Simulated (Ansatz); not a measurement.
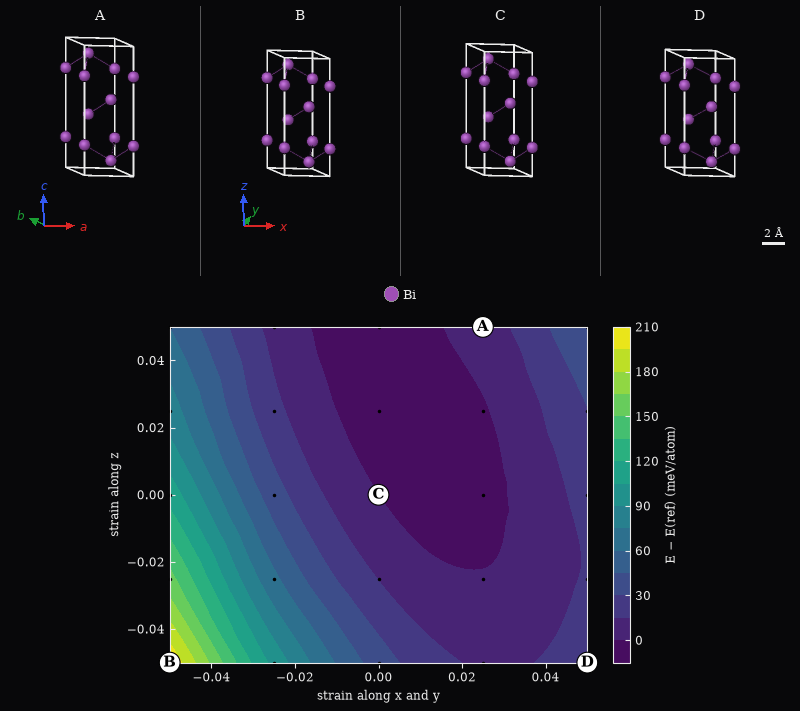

A scan of solid Bi (R-3m): the cell is strained equally along x and y and separately along z, with the atoms kept at their fractional coordinates. x, y and z are the Cartesian axes of the input. The map is interpolated between the computed points (dots). The lettered frames are marked on it. Style: ball-and-stick. Shown: the conventional cell (3 times the calculation's cell), repeated 1 × 1 × 1 with one cell outlined, slightly off an axis. Lengths and directions refer to the drawn axes.

The calculation used DFT PBE, scalar-relativistic, plane waves, PAW in Ansatz 0.2.0. (plane-wave cutoff 420 eV; k-point mesh 12 × 12 × 12; occupations gaussian; smearing width 0.15 eV; no spin polarisation). Energies (free energies at the smearing named) are counted from the cell as listed in its source, which wasn't relaxed.

Describe the energy landscape.

In pairs of (strain along x and y; strain along z): the lowest computed point lies at (0.000, 0.025) (−6.5 meV/atom), the highest at (−0.050, −0.050) (207.8 meV/atom). The valley is tilted: raising the in-plane strain is made harder by raising the strain along z (cross term 0.71 of the geometric mean of the two curvatures). Over the ranges scanned the energy rises more along the first axis, the in-plane strain. The pressure runs from −3.6 GPa at (0.050, 0.050) to 12.8 GPa at (−0.050, −0.050). The frames lie at A (0.025, 0.050): 7.5 meV/atom, B (−0.050, −0.050): 207.8 meV/atom, C (0.000, 0.000): 0.0 meV/atom, D (0.050, −0.050): 19.5 meV/atom.

The computed points:

Rows: strain along x and y; columns: strain along z; values in meV/atom.

```csv
,−0.050,−0.025,0.000,0.025,0.050
−0.050,207.8,155.1,113.7,82.2,59.5
−0.025,100.1,63.5,36.9,19.4,9.9
0.000,37.9,14.5,0.0,−6.5,−5.8
0.025,13.2,0.9,−3.7,−1.3,7.5
0.050,19.5,16.4,19.9,29.6,44.8
```
